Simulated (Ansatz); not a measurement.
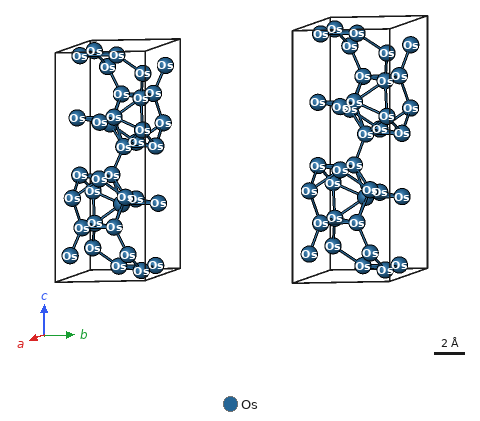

Two geometries of a crystal of Os (built on the alpha-boron_166 type) (coarse preliminary run), drawn at one scale. One is the start of a relaxation, the other its converged end. A ball-and-stick model of the conventional cell (3 times the calculation's cell), seen slightly off an axis. Lengths and directions refer to the drawn axes.

All numbers below come from Ansatz 0.2.0, DFT PBEsol, scalar-relativistic, plane waves, PAW. Settings: plane-wave cutoff 420 eV; k-point mesh 3 × 3 × 3; occupations gaussian; smearing width 0.1 eV; no spin polarisation; cell and atoms relaxed; force threshold 0.04 eV/Å; at most 70 steps.

### Which geometry has the lower energy?

The right one is the relaxed one. Case: alpha-boron type (R-3m, No. 166). The largest moves relative to the cell, 0.13 Å, are those of Os atoms. The volume changes by +28.5 %, with a = b 6.252 → 6.756 Å (+8.1 %), c 15.992 → 17.604 Å (+10.1 %). Near-neighbour distances that change, for instance: Os–Os 2.269 → 2.591 Å, Os–Os 2.229 → 2.525 Å, Os–Os 2.297 → 2.576 Å, Os–Os 2.288 → 2.539 Å. Bond angles that change, for instance: Os–Os–Os 115.0° → 111.9°, Os–Os–Os 107.0° → 109.9°, Os–Os–Os 129.2° → 131.9°. The space group stays R-3m (No. 166). After 5 accepted moves (7 points after the start) the energy has fallen by 22.568 eV per cell of the calculation. The largest force component goes from 13 to 0.014 eV/Å. The pressure goes from 139.20 to −0.22 GPa. At 2 points the geometry stayed and the basis and grid were re-selected for the new cell (energy shift of 62.5 meV per cell of the calculation at most each time). The run took of the order of 120 core-seconds on a shared host.
